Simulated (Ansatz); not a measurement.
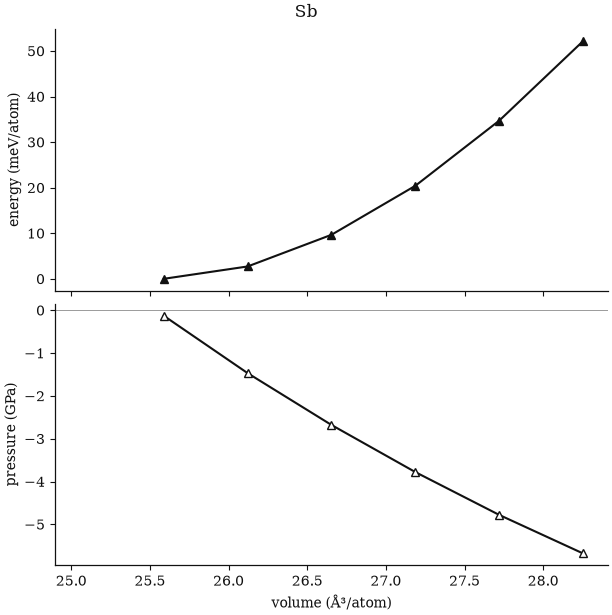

The picture above shows the energy and pressure against volume for Sb, space group P6_3/mmc (No. 194).

Structure:
```cif
data_structure
_symmetry_space_group_name_H-M 'P 1'
_symmetry_Int_Tables_number 1
_cell_length_a 3.3545
_cell_length_b 3.3545
_cell_length_c 5.4702
_cell_angle_alpha 90.000
_cell_angle_beta 90.000
_cell_angle_gamma 120.000
_cell_volume 53.31
loop_
_atom_site_label
_atom_site_type_symbol
_atom_site_fract_x
_atom_site_fract_y
_atom_site_fract_z
_atom_site_occupancy
Sb1 Sb 0.66667 0.33333 0.75000 1
Sb2 Sb 0.33333 0.66667 0.25000 1
```

Computed with Ansatz 0.2.0: all-electron LAPW DFT, no spin polarisation; energies at scaled volumes of the given cell, shape and fractions fixed, counted from the fit's minimum, third-order Birch-Murnaghan fit. Level: LDA.

```json
{"setting": "k mesh", "value": "9×9×5"}
{"setting": "occupations", "value": "Fermi–Dirac"}
{"setting": "smearing width", "value": "0.05 eV"}
{"setting": "potentials", "value": "all electron LAPW, scalar relativistic"}
{"setting": "program settings", "value": "basis error eV/atom 0.001"}
```

The point at volume 25.05 Å³/atom is left out of the plot. What does the calculation give there?

| volume (Å³/atom) | energy (meV/atom) | pressure (GPa) |
| --- | --- | --- |
| 25.05 | 2.02 | 1.39 |

Limits of the calculation: shape and atomic fractions are frozen while scaling, which makes layered, chain and framework solids too stiff.
